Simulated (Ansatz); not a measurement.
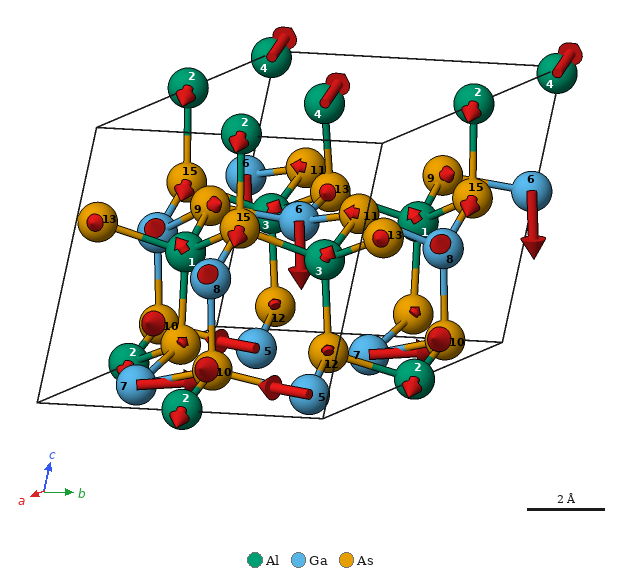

A relaxation of a crystal of Al₄Ga₄As₇ (a generated structure, set up in P1) (coarse preliminary run). The starting structure is drawn; red arrows show the displacements (the part carried along by the change of the cell is left out), 20 times their true length.

A ball-and-stick model of the conventional cell (2 times the calculation's cell), seen slightly off an axis. Lengths and directions refer to the drawn axes.

Case: 1 of 8 As atoms taken out at random, relaxed further on a centred mesh.

Theory: DFT r2SCAN, scalar-relativistic, plane waves, PAW in Ansatz.

Input
```yaml
crystal:
  lattice:
    - [-4.0497125197, 2.338336063, -6.494983195]
    - [3.9742890711, 2.2693689974, -6.4731761325]
    - [0.0220155065, -4.5764844263, -6.4730398009]
  atoms:
    - { symbol: Al, position: [0.5080506881, 0.0013136628, 0.4875923868] }
    - { symbol: Al, position: [0.9979014848, 0.4898998696, 0.4899967263] }
    - { symbol: Al, position: [0.5081150191, 0.4876130946, 0.0013275566] }
    - { symbol: Al, position: [0.0176600434, 0.0199754212, 0.020072126] }
    - { symbol: Ga, position: [0.9883544066, 0.5680302468, 0.9625260962] }
    - { symbol: Ga, position: [0.4462497558, 0.0194403488, 0.0194625305] }
    - { symbol: Ga, position: [0.9886518536, 0.9623313763, 0.5677753046] }
    - { symbol: Ga, position: [0.5245623422, 0.4864359283, 0.4869302689] }
    - { symbol: As, position: [0.3744705413, 0.8634196941, 0.3843396823] }
    - { symbol: As, position: [0.8932684744, 0.3550233877, 0.355165941] }
    - { symbol: As, position: [0.3741714919, 0.3844046685, 0.8637373569] }
    - { symbol: As, position: [0.8780455407, 0.3837819773, 0.8662180313] }
    - { symbol: As, position: [0.3802064699, 0.8676563388, 0.8676364141] }
    - { symbol: As, position: [0.8780514928, 0.8661005216, 0.3837911262] }
    - { symbol: As, position: [0.3724671666, 0.37412246, 0.3741506458] }
  symmetry: { detect: false }
basis:
  ecutwfc: 500
kpoints:
  mp_grid: { grid: [3, 3, 3] }
hamiltonian:
  xc: r2scan
scf:
  occupations: { method: gaussian, width: 0.1 }
  lower_state_search: "off"
output:
  forces: true
  stress: true
  eigenvalues: true
relax:
  adjacent_minimum: "off"
  f_tol: 0.04
  max_steps: 25
  cell: { stress_tol: 0.3 }
```

Run as
```bash
ansatz run input.yaml --threads 4 --pin off --max-ram 9216MiB --backend cpu --events-out ev --progress --plain --runs-dir out
```

**Describe the change and its energy.**

The largest moves relative to the cell, 0.092 Å, are those of Ga5, Ga6 and Ga7. Ga6 goes roughly along [−1 0 −3]. Largest moves by element: Ga 0.092 Å, Al 0.083 Å, As 0.052 Å. The volume changes by +0.4 %, with a 13.744 → 13.829 Å (+0.6 %), b 7.905 → 7.925 Å (+0.3 %), c 8.003 → 8.038 Å (+0.4 %), β 124.6° → 125.4°. Near-neighbour distances that change, for instance: Ga5–As10 2.601 → 2.557 Å, Ga5–As11 2.570 → 2.544 Å, Ga6–As11 2.386 → 2.403 Å, Al4–As12 2.384 → 2.397 Å. Among the angles between lasting bonds that change: Al4–As13–Ga6 89.8° → 95.0°, Ga5–As10–Ga7 133.9° → 129.7°, As10–Ga5–As12 95.7° → 99.4°. The space group stays Cm (No. 8). The energy falls by 2.4 meV per atom in 4 accepted moves (5 points after the start). Largest force component: 0.15 eV/Å at the start, 0.031 eV/Å at the end. Pressure: 0.15 GPa at the start and 0.02 GPa at the end. At 1 point the geometry stayed and the basis and grid were re-selected for the new cell (energy shift of less than 0.05 meV per atom at most each time).
